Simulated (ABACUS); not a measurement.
# BN: band-structure run

- system: BN (F-43m, 2 atoms in the cell)
- method: Kohn-Sham DFT of a periodic cell, rSCAN, SG15 ONCV 1.2 PBE, no spin polarisation (ABACUS 3.10.1)

The structure derives from a Materials Project entry. It belongs to a series of runs on one base structure; here: bands on the converged density.

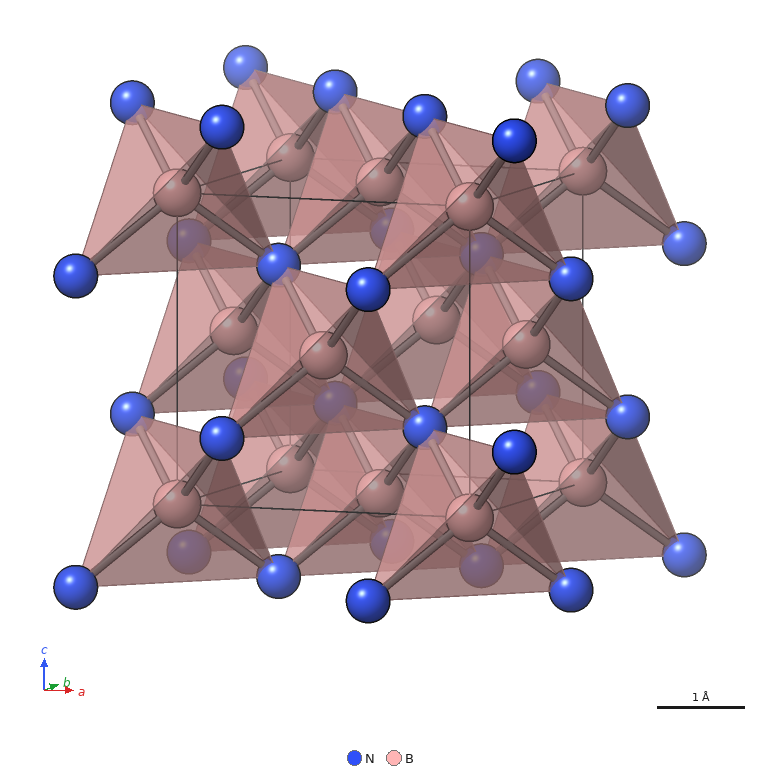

*The structure (polyhedral view of the cell 4 times as large as that of the calculation, set on its symmetry axes, seen slightly off an axis; polyhedra are completed across the faces of the cell).*

## Input file
```
INPUT_PARAMETERS
suffix              BN
calculation         nscf
basis_type          pw
pseudo_dir          ./
symmetry            -1
dft_functional      MGGA_X_RSCAN+MGGA_C_RSCAN
ecutwfc             97.0
pseudo_rcut         7
nspin               1
nbands              14
ks_solver           dav
smearing_method     fd
smearing_sigma      0.00367493
scf_thr             1e-08
scf_nmax            100
mixing_type         broyden
mixing_beta         0.7
mixing_tau          1
init_chg            file
pw_diag_thr         1e-07
out_band            1
kpar                4
```

## File STRU
```
ATOMIC_SPECIES
N 14.0070 N_ONCV_PBE-1.2.upf
B 10.8100 B_ONCV_PBE-1.2.upf

LATTICE_CONSTANT
1.8897261246

LATTICE_VECTORS
0.0000000000 1.8130010000 1.8130010000
1.8130010000 0.0000000000 1.8130010000
1.8130010000 1.8130010000 0.0000000000

ATOMIC_POSITIONS
Direct

N
0.0
1
0.2500000000 0.2500000000 0.2500000000 1 1 1

B
0.0
1
0.0000000000 0.0000000000 0.0000000000 1 1 1
```

## File KPT
```
K_POINTS
12
Line
0.00000000 0.00000000 0.00000000 10 // G
0.50000000 0.00000000 0.50000000 10 // X
0.50000000 0.25000000 0.75000000 10 // W
0.37500000 0.37500000 0.75000000 10 // K
0.00000000 0.00000000 0.00000000 10 // G
0.50000000 0.50000000 0.50000000 10 // L
0.62500000 0.25000000 0.62500000 10 // U
0.50000000 0.25000000 0.75000000 10 // W
0.50000000 0.50000000 0.50000000 10 // L
0.37500000 0.37500000 0.75000000 1 // K
0.62500000 0.25000000 0.62500000 10 // U
0.50000000 0.00000000 0.50000000 1 // X
```

Run on 4 threads of AMD EPYC (Zen 5), 64 GiB of memory available, shared host.

Launch command:
```bash
OMP_NUM_THREADS=1 mpirun -np 4 abacus > log
```

## Output
```
ABACUS v3.10.1

               Atomic-orbital Based Ab-initio Computation at UStc

 ------------------------------------------------------------------------------------

 READING GENERAL INFORMATION
                           global_out_dir = OUT.BN/
                           global_in_card = INPUT
                               pseudo_dir = ./
                              orbital_dir =
                                    DSIZE = 4
                                    GSIZE = 1

 READING UNITCELL INFORMATION
                                    ntype = 2
                  lattice constant (Bohr) = 1.88973
              lattice constant (Angstrom) = 1

 READING ATOM TYPE 1
                               atom label = N
                      L=0, number of zeta = 1
                      L=1, number of zeta = 1
                      L=2, number of zeta = 1
             number of atom for this type = 1

 READING ATOM TYPE 2
                               atom label = B
                      L=0, number of zeta = 1
                      L=1, number of zeta = 1
                      L=2, number of zeta = 1
             number of atom for this type = 1

                        TOTAL ATOM NUMBER = 2
DIRECT COORDINATES
    atom                   x                   y                   z     mag                  vx                  vy                  vz
taud_N1            0.2500000000        0.2500000000        0.2500000000  0.0000        0.0000000000        0.0000000000        0.0000000000
taud_B1            0.0000000000        0.0000000000        0.0000000000  0.0000        0.0000000000        0.0000000000        0.0000000000

                          Volume (Bohr^3) = 80.4305
                             Volume (A^3) = 11.9186

 Lattice vectors: (Cartesian coordinate: in unit of a_0)
                   +0              +1.813              +1.813
               +1.813                  +0              +1.813
               +1.813              +1.813                  +0
 Reciprocal vectors: (Cartesian coordinate: in unit of 2 pi/a_0)
            -0.275786           +0.275786           +0.275786
            +0.275786           -0.275786           +0.275786
            +0.275786           +0.275786           -0.275786
 The esolver type has been set to : ksdft_pw

                PAO radial cut off (Bohr) = 7

 Read in pseudopotential file is N_ONCV_PBE-1.2.upf
                     pseudopotential type = NC
          exchange-correlation functional = PBE
                 nonlocal core correction = 0
                        valence electrons = 5
                                     lmax = 1
                           number of zeta = 0
                     number of projectors = 4
                           L of projector = 0
                           L of projector = 0
                           L of projector = 1
                           L of projector = 1
 XC functional updated to : MGGA_X_RSCAN+MGGA_C_RSCAN
          exchange-correlation functional = MGGA_X_RSCAN+MGGA_C_RSCAN
                PAO radial cut off (Bohr) = 7

 Read in pseudopotential file is B_ONCV_PBE-1.2.upf
                     pseudopotential type = NC
          exchange-correlation functional = PBE
                 nonlocal core correction = 0
                        valence electrons = 3
                                     lmax = 1
                           number of zeta = 0
                     number of projectors = 4
                           L of projector = 0
                           L of projector = 0
                           L of projector = 1
                           L of projector = 1
 XC functional updated to : MGGA_X_RSCAN+MGGA_C_RSCAN
          exchange-correlation functional = MGGA_X_RSCAN+MGGA_C_RSCAN
     initial pseudo atomic orbital number = 0

 SETUP THE ELECTRONS NUMBER
             electron number of element N = 5
       total electron number of element N = 5
             electron number of element B = 3
       total electron number of element B = 3
            AUTOSET number of electrons:  = 8
                           occupied bands = 4
                                   NBANDS = 14
                                   NLOCAL = 18

 SETUP THE PLANE WAVE BASIS
 energy cutoff for charge/potential (unit:Ry) = 388
            fft grid for charge/potential = [ 32, 32, 32 ]
                        fft grid division = [ 1, 1, 1 ]
        big fft grid for charge/potential = [ 32, 32, 32 ]
                                     nbxx = 32768
                                     nrxx = 32768

 SETUP PLANE WAVES FOR CHARGE/POTENTIAL
                    number of plane waves = 10417
                         number of sticks = 637

 PARALLEL PW FOR CHARGE/POTENTIAL
     PROC   COLUMNS(POT)             PW
        1            637          10417
 --------------- sum -------------------
        1            637          10417
                            number of |g| = 156
                                  max |g| = 34.9866
                                  min |g| = 0

----------- Double Check Mixing Parameters Begin ------------
mixing_type: broyden
mixing_beta: 0.7
mixing_gg0: 1
mixing_gg0_min: 0.1
mixing_ndim: 8
----------- Double Check Mixing Parameters End ------------

 SETUP K-POINTS
                                    nspin = 1
                                   nkstot = 102
K-POINTS DIRECT COORDINATES
 KPOINTS    DIRECT_X    DIRECT_Y    DIRECT_Z  WEIGHT
       1  0.00000000  0.00000000  0.00000000  1.0000
       2  0.05000000  0.00000000  0.05000000  1.0000
       3  0.10000000  0.00000000  0.10000000  1.0000
       4  0.15000000  0.00000000  0.15000000  1.0000
       5  0.20000000  0.00000000  0.20000000  1.0000
       6  0.25000000  0.00000000  0.25000000  1.0000
       7  0.30000000  0.00000000  0.30000000  1.0000
       8  0.35000000  0.00000000  0.35000000  1.0000
       9  0.40000000  0.00000000  0.40000000  1.0000
      10  0.45000000  0.00000000  0.45000000  1.0000
      11  0.50000000  0.00000000  0.50000000  1.0000
      12  0.50000000  0.02500000  0.52500000  1.0000
      13  0.50000000  0.05000000  0.55000000  1.0000
      14  0.50000000  0.07500000  0.57500000  1.0000
      15  0.50000000  0.10000000  0.60000000  1.0000
      16  0.50000000  0.12500000  0.62500000  1.0000
      17  0.50000000  0.15000000  0.65000000  1.0000
      18  0.50000000  0.17500000  0.67500000  1.0000
      19  0.50000000  0.20000000  0.70000000  1.0000
      20  0.50000000  0.22500000  0.72500000  1.0000
      21  0.50000000  0.25000000  0.75000000  1.0000
      22  0.48750000  0.26250000  0.75000000  1.0000
      23  0.47500000  0.27500000  0.75000000  1.0000
      24  0.46250000  0.28750000  0.75000000  1.0000
      25  0.45000000  0.30000000  0.75000000  1.0000
      26  0.43750000  0.31250000  0.75000000  1.0000
      27  0.42500000  0.32500000  0.75000000  1.0000
      28  0.41250000  0.33750000  0.75000000  1.0000
      29  0.40000000  0.35000000  0.75000000  1.0000
      30  0.38750000  0.36250000  0.75000000  1.0000
[... 72 further k points ...]

           k-point number in this process = 26
       minimum distributed K point number = 25

[... K-POINTS CARTESIAN COORDINATES: 26 rows ...]

[... K-POINTS DIRECT COORDINATES: 26 rows ...]

 SETUP PLANE WAVES FOR WAVE FUNCTIONS
     energy cutoff for wavefunc (unit:Ry) = 97
              fft grid for wave functions = [ 32, 32, 32 ]
                    number of plane waves = 1807
                         number of sticks = 199

 PARALLEL PW FOR WAVE FUNCTIONS
     PROC   COLUMNS(POT)             PW
        1            199           1807
 --------------- sum -------------------
        1            199           1807

 SETUP NONLOCAL PSEUDOPOTENTIALS IN PLANE WAVE BASIS
 N non-local projectors:
 projector 1 L=0
 projector 2 L=0
 projector 3 L=1
 projector 4 L=1
 B non-local projectors:
 projector 1 L=0
 projector 2 L=0
 projector 3 L=1
 projector 4 L=1
      TOTAL NUMBER OF NONLOCAL PROJECTORS = 16

 Init Non-Local PseudoPotential table :
 Init Non-Local-Pseudopotential done.

                                     npwx = 1316

 -------------------------------------------
 NONSELF-CONSISTENT
 -------------------------------------------
                                 init_chg = file
 try to read charge from file
 Read in the charge density: OUT.BN//BN-CHARGE-DENSITY.restart
 try to read kinetic energy density from file
 Read in the kinetic energy density: OUT.BN//BN-TAU-DENSITY.restart

 PW ALGORITHM --------------- ION=   1  ELEC=   1--------------------------------
 k(1/102) Iter steps (avg)=12 threshold=1e-07
 k(2/102) Iter steps (avg)=13 threshold=1e-07
 k(3/102) Iter steps (avg)=12 threshold=1e-07
 k(4/102) Iter steps (avg)=11 threshold=1e-07
 k(5/102) Iter steps (avg)=11 threshold=1e-07
 k(6/102) Iter steps (avg)=12 threshold=1e-07
 k(7/102) Iter steps (avg)=19 threshold=1e-07
 k(8/102) Iter steps (avg)=26 threshold=1e-07
 k(9/102) Iter steps (avg)=28 threshold=1e-07
 k(10/102) Iter steps (avg)=18 threshold=1e-07
 k(11/102) Iter steps (avg)=12 threshold=1e-07
 k(12/102) Iter steps (avg)=14 threshold=1e-07
 k(13/102) Iter steps (avg)=15 threshold=1e-07
 k(14/102) Iter steps (avg)=17 threshold=1e-07
 k(15/102) Iter steps (avg)=21 threshold=1e-07
 k(16/102) Iter steps (avg)=26 threshold=1e-07
 k(17/102) Iter steps (avg)=29 threshold=1e-07
 k(18/102) Iter steps (avg)=27 threshold=1e-07
 k(19/102) Iter steps (avg)=25 threshold=1e-07
 k(20/102) Iter steps (avg)=24 threshold=1e-07
 k(21/102) Iter steps (avg)=25 threshold=1e-07
 k(22/102) Iter steps (avg)=23 threshold=1e-07
 k(23/102) Iter steps (avg)=25 threshold=1e-07
 k(24/102) Iter steps (avg)=19 threshold=1e-07
 k(25/102) Iter steps (avg)=22 threshold=1e-07
 k(26/102) Iter steps (avg)=24 threshold=1e-07
[... levels at 26 k points of this process ...]

 Density error is 0.00000000000
                          Error Threshold = 1.00000000000e-07
----------------------------------------------------------
     Energy           Rydberg                 eV
----------------------------------------------------------
 E_KohnSham     -25.8087557259       -351.1461361622
 E_KS(sigma->0) -25.8087557259       -351.1461361622
 E_Harris       -25.8087557259       -351.1461361622
 E_band         1.4412670881         19.6094447383
 E_one_elec     4.2719881668         58.1233808569
 E_Hartree      3.6531833385         49.7041092425
 E_xc           -7.4730644293        -101.6762577590
 E_Ewald        -26.2608628019       -357.2973685026
 E_entropy(-TS) 0.0000000000         0.0000000000
 E_descf        0.0000000000         0.0000000000
 E_exx          0.0000000000         0.0000000000
 E_Fermi        0.9324912074         12.6871937560
----------------------------------------------------------

 charge density convergence is achieved
 final etot is -351.14613616 eV
 EFERMI = 12.687193756 eV

 STATE ENERGY(eV) AND OCCUPATIONS    NSPIN == 1
 1/26 kpoint (Cartesian) = 0.0000 0.0000 0.0000 (1291 pws)
       1       -10.4676      0.0196078
       2        10.8043      0.0196078
       3        10.8043      0.0196078
       4        10.8043      0.0196078
       5        20.2549    3.63155e-68
       6        20.2549    3.63155e-68
       7        20.2549    3.63155e-68
       8        21.4329    2.12753e-78
       9        36.5632        0.00000
      10        39.8119        0.00000
      11        39.8119        0.00000
      12        40.6494        0.00000
      13        40.6494        0.00000
      14        40.6494        0.00000

 2/26 kpoint (Cartesian) = 0.0000 0.027579 0.0000 (1299 pws)
       1       -10.3844      0.0196078
       2        10.5633      0.0196078
       3        10.5891      0.0196078
       4        10.5891      0.0196078
       5        20.1016    7.79028e-67
       6        20.5442    1.11543e-70
       7        20.5442    1.11543e-70
       8        21.7124    7.95060e-81
       9        36.2644        0.00000
      10        37.6542        0.00000
      11        39.9305        0.00000
      12        40.8711        0.00000
      13        40.8711        0.00000
      14        42.9037        0.00000

 3/26 kpoint (Cartesian) = 0.0000 0.055157 0.0000 (1299 pws)
       1       -10.1360      0.0196078
       2        9.90093      0.0196078
       3        10.0236      0.0196078
       4        10.0236      0.0196078
       5        19.7601    7.20906e-64
       6        21.3293    1.68996e-77
       7        21.3293    1.68996e-77
       8        22.3413    2.74061e-86
       9        33.9966        0.00000
      10        37.5400        0.00000
      11        40.2862        0.00000
      12        41.5324        0.00000
      13        41.5324        0.00000
      14        44.5508        0.00000

 4/26 kpoint (Cartesian) = 0.0000 0.082736 0.0000 (1307 pws)
       1       -9.72666      0.0196078
       2        8.94322      0.0196078
       3        9.26901      0.0196078
       4        9.26901      0.0196078
       5        19.3096    5.90068e-60
       6        22.4428    3.60032e-87
       7        22.4428    3.60032e-87
       8        22.9915        0.00000
       9        31.7388        0.00000
      10        38.1075        0.00000
      11        40.8789        0.00000
      12        42.6183        0.00000
      13        42.6183        0.00000
      14        45.6275        0.00000

 5/26 kpoint (Cartesian) = 0.0000 0.11031 0.0000 (1307 pws)
       1       -9.16413      0.0196078
       2        7.80185      0.0196078
       3        8.46241      0.0196078
       4        8.46241      0.0196078
       5        18.7679    2.99449e-55
       6        23.2664        0.00000
       7        23.7371        0.00000
       8        23.7371        0.00000
       9        30.3362        0.00000
      10        38.7283        0.00000
      11        41.7083        0.00000
      12        44.0899        0.00000
      13        44.0899        0.00000
      14        46.7823        0.00000

 6/26 kpoint (Cartesian) = 0.0000 0.13789 0.0000 (1299 pws)
       1       -8.46194      0.0196078
       2        6.55242      0.0196078
       3        7.69327      0.0196078
       4        7.69327      0.0196078
       5        18.1496    7.03035e-50
       6        22.8942        0.00000
       7        25.1070        0.00000
       8        25.1070        0.00000
       9        30.0520        0.00000
      10        39.2189        0.00000
      11        42.7742        0.00000
      12        45.8377        0.00000
      13        45.8377        0.00000
      14        48.3027        0.00000

[... levels at 20 further k points ...]

 --------------------------------------------
 !FINAL_ETOT_IS -351.1461361622186 eV
 --------------------------------------------

 Output bands in file: OUT.BN/BANDS_1.dat
```

## Key numbers

```json
{"quantity": "outcome", "value": "converged"}
{"quantity": "space group (tolerance 0.01 Å)", "value": "F-43m (216)"}
{"quantity": "electrons treated", "value": "8"}
{"quantity": "Fermi energy of the self-consistent step", "value": "14.551 eV"}
{"quantity": "gap on the band path", "value": "4.99 eV"}
{"quantity": "wall time", "value": "5.4 s (CPU time 21 s)"}
{"quantity": "peak memory", "value": "0.36 GiB"}
```
